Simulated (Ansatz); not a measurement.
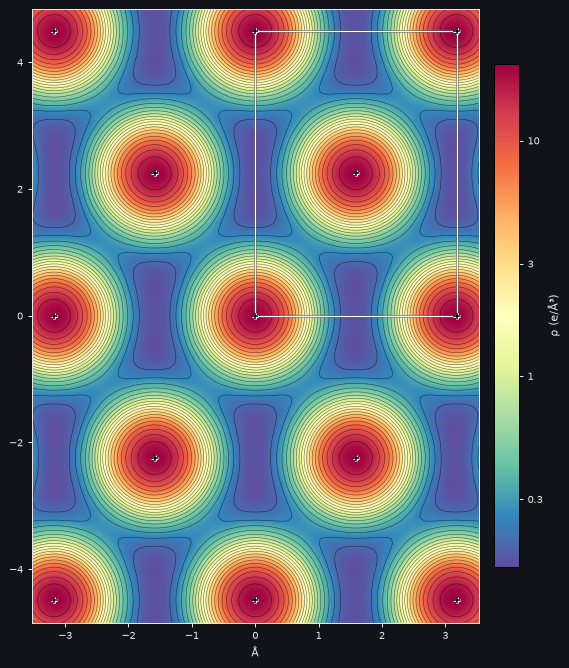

The valence electron density on a plane through atoms (crosses mark nuclei in the plane).

Computed with Ansatz 0.2.0, DFT PBEsol, scalar-relativistic, plane waves, PAW.

Candidates:
A. Ag, a = 3.18 Å, b = 3.18 Å, c = 3.18 Å, α = 90.00°, β = 90.00°, γ = 90.00°. Space group Im-3m; a structure from a database of computed crystals, not necessarily the ambient phase; changed on purpose from its base cell (equal strain along all axes, cell held, atoms relaxed: -1.5 %); computed pressure about 6 GPa in this cell.
B. AlN, a = 3.57 Å, b = 3.57 Å, c = 3.61 Å, α = 90.00°, β = 90.00°, γ = 120.00°. Space group P6₃/mmc; a structure from a database of computed crystals, not necessarily the ambient phase; computed pressure about 10 GPa in this cell.
C. TaN (slab), a = 2.87 Å, b = 2.92 Å, c = 26.82 Å, α = 90.00°, β = 90.00°, γ = 90.00°. 

Which system is this?

Candidate A: Ag on the (101̄) plane of the conventional cell, which holds Ag. Ag–Ag (2.75 Å): the density is about 0.27 e/Å³ at the midpoint.
